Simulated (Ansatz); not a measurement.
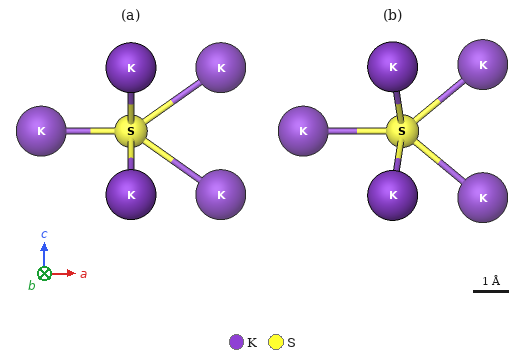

The structure of a defect cell of composition K15S8 (cell charge −1) (started half-way along a vacancy jump, in the symmetry of that start) before (left) and after (right) a relaxation, at one scale.

Style: ball-and-stick. Shown: the atoms within 4.2 Å of the atom that moves most (axes of the conventional cell (2 times the calculation's cell) (origin shifted)), along the b axis. Lengths and directions refer to the drawn axes.

Theory: DFT PBE, scalar-relativistic, plane waves, PAW (Ansatz). (plane-wave cutoff 420 eV; k-point mesh 4 × 4 × 4; occupations gaussian; smearing width 0.05 eV; no spin polarisation; atoms relaxed in a fixed cell; force threshold 0.02 eV/Å; at most 60 steps)

**Summarise the run.**

After 3 geometry steps the energy has fallen by 0.648 eV per cell of the calculation. The largest force component goes from 1.3 to 0.013 eV/Å. The largest moves, 0.28 Å, are those of S atoms. Largest moves by element: S 0.28 Å, K 0.21 Å. The lattice vectors keep their values. Among the contacts that change: K–S 2.638 → 2.915 Å, K–S 3.231 → 3.065 Å, K–S 3.231 → 3.188 Å. The run took 2.6 min on 4 threads of Arm Neoverse V1 (shared host), peak memory 2.8 GiB.

Limits of the set-up: the cell is charged, on a uniform background, and energies carry no finite-size correction.
